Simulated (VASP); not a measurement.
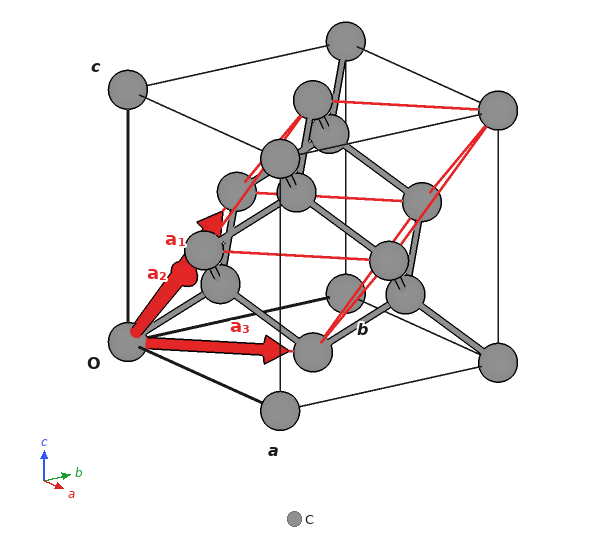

Crystal: C, the end point of a relaxation with VASP 6.6.1, VASP Kohn-Sham DFT of a periodic cell, HF, VASP PAW PBE potentials, recommended. The conventional cell (thin) and a primitive cell (coloured, vectors a₁, a₂, a₃). All values are computed from the atomic coordinates in the standard setting (tolerance 0.002 Å).

a = 3.551 Å, b = 3.551 Å, c = 3.551 Å, α = 90.00°, β = 90.00°, γ = 90.00°.

### What is the centring, and how are the primitive vectors built?

F, face-centred cubic, with lattice points at (0, 0, 0), (1/2, 1/2, 0), (1/2, 0, 1/2), (0, 1/2, 1/2). a₁ = 1/2 b + 1/2 c; a₂ = 1/2 a + 1/2 c; a₃ = 1/2 a + 1/2 b.

### Give the primitive cell's size and content.

Edges 2.511, 2.511, 2.511 Å; angles 60.00°, 60.00°, 60.00°; volume 11.20 Å³, 1/4 of the conventional cell; 2 of its 8 atoms.
